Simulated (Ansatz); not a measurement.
Input structure:

```
CELL_PARAMETERS angstrom
2.68398 0.00000 0.00000
0.00000 2.68398 0.00000
0.00000 0.00000 3.71776
ATOMIC_POSITIONS crystal
Fe 0.00000 0.00000 0.00000
Pt 0.50000 0.50000 0.50000
```

> Characterise the structure given above.

The formula is FePt. The atoms follow space group P4/mmm (No. 123); the Bravais lattice is primitive tetragonal. The arrangement is known as CuAu (L1₀) type. Cell content: 1 Fe, 1 Pt, that is 1 formula unit. Fe is coordinated by eight Pt and four Fe in a cuboctahedral arrangement (2.66 Å to Pt, 2.68 Å to Fe). Each Pt atom is coordinated by eight Fe and four Pt in a cuboctahedral arrangement (2.66 Å to Fe, 2.68 Å to Pt). The bonds build a three-dimensional framework.

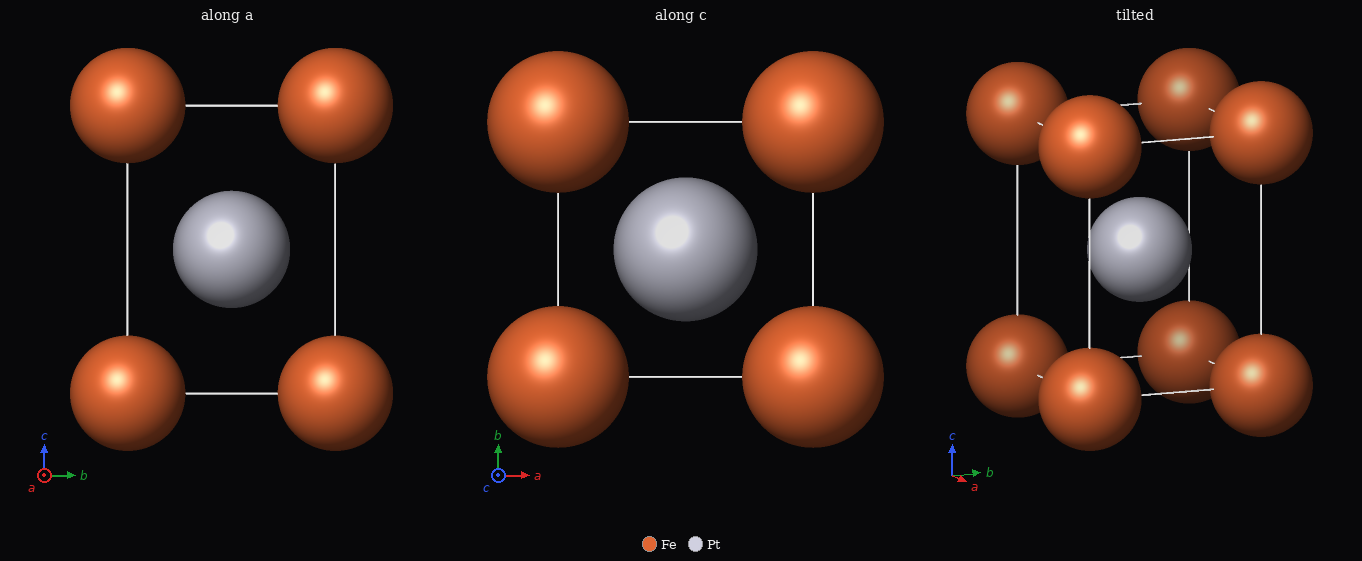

Shown here is a spheres-only view of the crystal, taken along the a axis, along the c axis and slightly off an axis. One conventional unit cell is framed, with atoms on its boundary repeated.

Origin of the cell: a structure listed in the Materials Project, with elements exchanged, so it need not be a known form of the compound. A relaxation with Ansatz 0.2.0, DFT PBEsol, scalar-relativistic, plane waves, PAW gave the geometry drawn.
